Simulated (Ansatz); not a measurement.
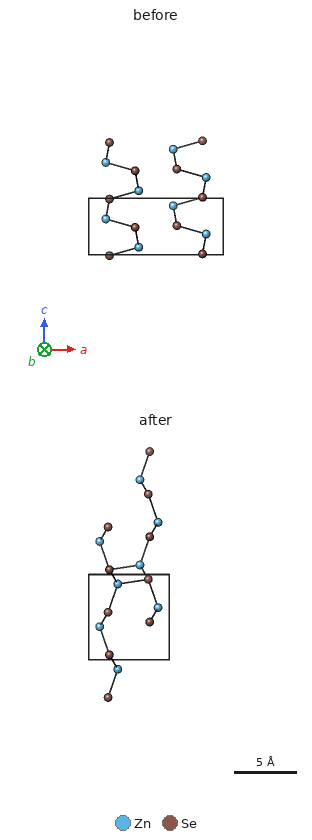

The structure of crystalline ZnSe (built on the GeS-62 type type) before (top) and after (bottom) a relaxation, at one scale.

The picture is a ball-and-stick view of the cell of the calculation, repeated 1 × 1 × 2 with one cell outlined, seen along the b axis.

All numbers below come from Ansatz, DFT, PBEsol, plane waves, PAW.

Input file:
```yaml
crystal:
  lattice:
    - [10.90395045, 0.0, 0.0]
    - [0.0, 3.64431586, 0.0]
    - [0.0, 0.0, 4.5748139]
  atoms:
    - { symbol: Zn, position: [0.87224634, 0.25, 0.36689105] }
    - { symbol: Zn, position: [0.12775366, 0.75, 0.63310895] }
    - { symbol: Zn, position: [0.62775366, 0.75, 0.86689105] }
    - { symbol: Zn, position: [0.37224634, 0.25, 0.13310895] }
    - { symbol: Se, position: [0.65483072, 0.25, 0.51478817] }
    - { symbol: Se, position: [0.34516928, 0.75, 0.48521183] }
    - { symbol: Se, position: [0.84516928, 0.75, 0.01478817] }
    - { symbol: Se, position: [0.15483072, 0.25, 0.98521183] }
kpoints:
  mp_grid: { grid: [2, 6, 6] }
hamiltonian:
  xc: pbesol
scf:
  occupations: { method: fermi_dirac, width: 0.03 }
relax:
  f_tol: 0.01
  cell: {}
  max_steps: 120
output:
  write_density: true
  write_potential: true
  elf: true
  volumetric_format: npy
```

Command:
```bash
ansatz run input.yaml --threads 2 --pin off --max-ram 18432MiB --backend cpu --events-out ev --progress --plain --runs-dir out
```

Question: Summarise the run.

Answer: The run was cut off at its time limit before the program reported convergence, but its last step already meets the force threshold: the largest component is 0.0016 eV/Å against 0.01 eV/Å. The pressure is within 0.01 GPa of its target. After 39 accepted moves (48 points after the start) the energy has fallen by 499 meV per atom. Largest force component: 0.76 eV/Å at the start, 0.0016 eV/Å at the end. Pressure: −1.45 GPa at the start and 0.00 GPa at the end. The line search rejected the trial steps at points 7, 19, 22, 30, 33, 45, 46 of the run. The SCF was repeated twice at an unchanged geometry on a basis and grid sized afresh for the cell, which shifted the energy by 6.9 meV per atom at most. The largest moves relative to the cell, 3.00 Å, are those of Se5, Se6, Se7 and Se8. Se7 goes roughly along [−1 0 3]. By element the largest moves are Se 3.00 Å, Zn 1.69 Å. The volume changes by +1.6 %, with a 10.904 → 6.514 Å (−40.3 %), b 3.644 → 4.112 Å (+12.8 %), c 4.575 → 6.896 Å (+50.7 %). Near-neighbour distances that change, for instance: Zn1–Se8 4.183 → 2.498 Å, Zn1–Se5 2.465 → 2.415 Å, Zn1–Se7 2.450 → 2.459 Å. New bonds form: Zn1–Se8 (4.18 → 2.50 Å), Zn2–Se7 (4.18 → 2.50 Å), Zn3–Se6 (4.18 → 2.50 Å), Zn4–Se5 (4.18 → 2.50 Å). Among the angles between lasting bonds that change: Se8–Zn2–Se8 96.1° → 113.5°, Zn4–Se6–Zn4 96.1° → 113.5°, Se6–Zn2–Se8 93.7° → 111.0°. The space group stays Pnma (No. 62).
